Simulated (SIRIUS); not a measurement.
## A series of single points on Ge

System: Ge (Pm-3m, 1 atom in the cell).
Method: Kohn-Sham DFT of a periodic cell, PBE, dojo-sr-pbe-0.4.1-standard, no spin polarisation (SIRIUS 7.10.0).

The 7 runs differ only in the geometry, by an even scaling of the cell at fixed fractional positions. The structure was built on a prototype by a generator; it need not be a known phase.

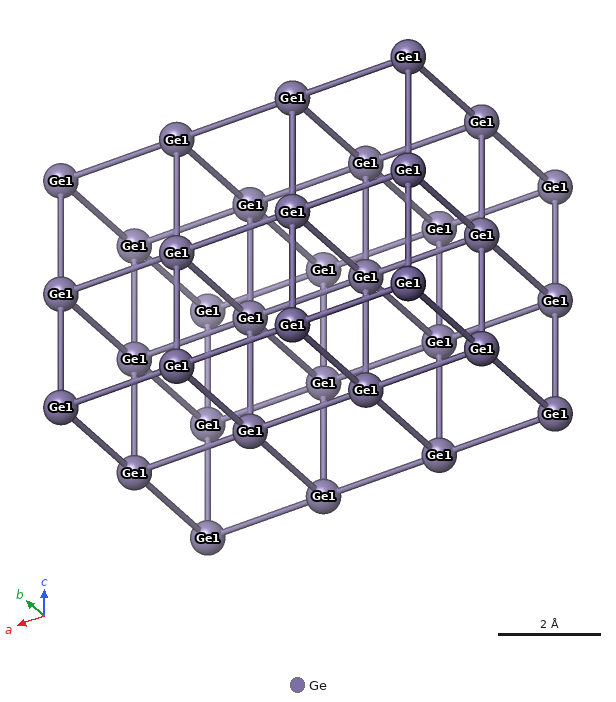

Figure 1. The structure of run 4 (ball-and-stick view of the cell of the calculation, repeated 3 × 2 × 2, seen at an oblique angle; atoms are numbered from 1 in the order of the input). An atom can appear more than once, as a periodic image.

**Input of run 4**
```
{
  "control": {
    "processing_unit": "cpu",
    "verbosity": 2,
    "num_bands_to_print": 14,
    "print_forces": true,
    "print_stress": true
  },
  "parameters": {
    "electronic_structure_method": "pseudopotential",
    "xc_functionals": ["XC_GGA_X_PBE", "XC_GGA_C_PBE"],
    "gk_cutoff": 8.9,
    "pw_cutoff": 17.8,
    "ngridk": [10, 10, 10],
    "shiftk": [0, 0, 0],
    "smearing": "fermi_dirac",
    "smearing_width": 0.0018374661,
    "num_bands": 14,
    "num_mag_dims": 0,
    "num_dft_iter": 100,
    "energy_tol": 1e-08,
    "density_tol": 1e-06
  },
  "iterative_solver": {
    "type": "davidson",
    "min_tolerance": 1e-09,
    "tolerance_scale": [0.1, 0.25]
  },
  "mixer": {
    "type": "anderson",
    "beta": 0.7,
    "max_history": 8
  },
  "settings": {
    "tol_ne": 1e-10,
    "pseudo_grid_cutoff": 6.5
  },
  "unit_cell": {
    "lattice_vectors": [
      [5.122045969014, 0.0, 0.0],
      [0.0, 5.122045969014, 0.0],
      [0.0, 0.0, 5.122045969014]
    ],
    "atom_coordinate_units": "lattice",
    "atom_types": ["Ge"],
    "atom_files": {
      "Ge": "Ge.json"
    },
    "atoms": {
      "Ge": [
        [0.0, 0.0, 0.0]
      ]
    }
  }
}
```

Command:
```bash
upf_to_json Ge.upf
OMP_NUM_THREADS=1 sirius.scf --input=sirius.json --output=out.json --task=0
```

Run 5 has the same physical settings and fractional positions; its lattice vectors (Å) are:
```
   2.728421    0.000000    0.000000
   0.000000    2.728421    0.000000
   0.000000    0.000000    2.728421
```

**Results, with one run withheld**

```csv
run,volume per atom (Å³),"free energy per atom, from the lowest run given (meV)",pressure (GPa)
1,18.718,13.93,4.31
2,19.116,5.29,2.63
3,19.515,0.75,1.02
4,19.913,0.00,−0.41
5,20.311,?,?
6,20.709,8.21,−2.81
7,21.108,16.44,−3.81
```

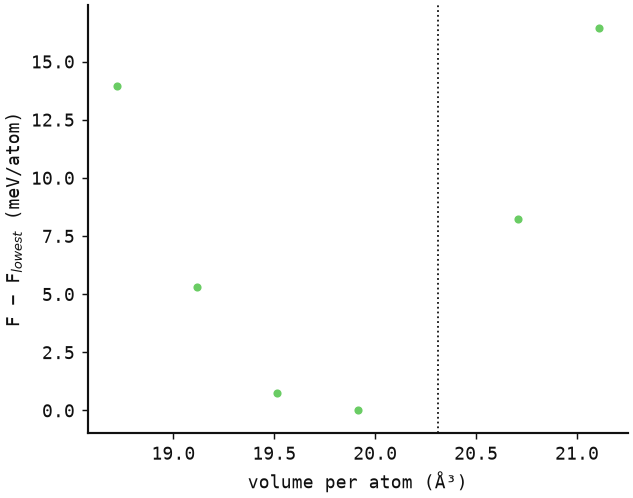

Figure 2. Free energy per atom of the runs given; the dotted line marks run 5.

Estimate the energy of run 5 from the others.

A cubic polynomial in V^(−2/3) (the Birch–Murnaghan form), fitted to the 6 runs given, misses them by at most 0.03 meV per atom. With x = V^(−2/3) − 0.13656 Å⁻², it reads F = −0.12296 − 88.794 x + 5.1339e+05 x² + 1.1517e+06 x³ (meV per atom). At run 5 it gives 2.61 meV per atom, and the run itself gives 2.61. The slope of the fit gives a pressure −dF/dV of −1.67 GPa there, and the run prints −1.69 GPa. The fit has its minimum at 19.797 Å³ per atom, where V d²F/dV² gives 69 GPa: the bulk modulus at this level, since symmetry fixes the shape and the positions.

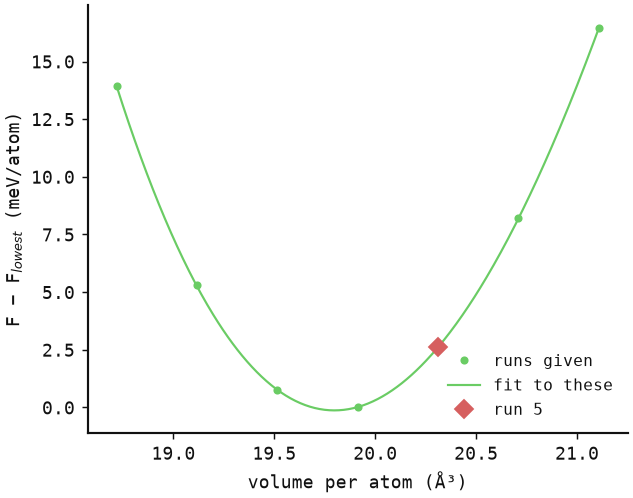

Figure 3. The fit and the withheld run.

**Some lines of the output (run 5)**
```
[...]
[find] Free energy (E-TS)             :     -89.31344352 (Ha),    -178.62688703 (Ry)
[find] Efermi                         :       0.39747961
[find] Total energy                   :     -89.31331576 (Ha),    -178.62663151 (Ry)
[find] Free energy (E-TS)             :     -89.31344421 (Ha),    -178.62688841 (Ry)
[find] Efermi                         :       0.39749303
[find] Total energy                   :     -89.31331589 (Ha),    -178.62663177 (Ry)
[find] Free energy (E-TS)             :     -89.31344432 (Ha),    -178.62688864 (Ry)
[find] Efermi                         :       0.39750049
[find] Total energy                   :     -89.31331590 (Ha),    -178.62663181 (Ry)
[find] Free energy (E-TS)             :     -89.31344434 (Ha),    -178.62688868 (Ry)
[find] Efermi                         :       0.39749962
[find] Total energy                   :     -89.31331591 (Ha),    -178.62663181 (Ry)
[find] Efermi                         :       0.39750042
[find] Efermi                         :       0.39749991
```
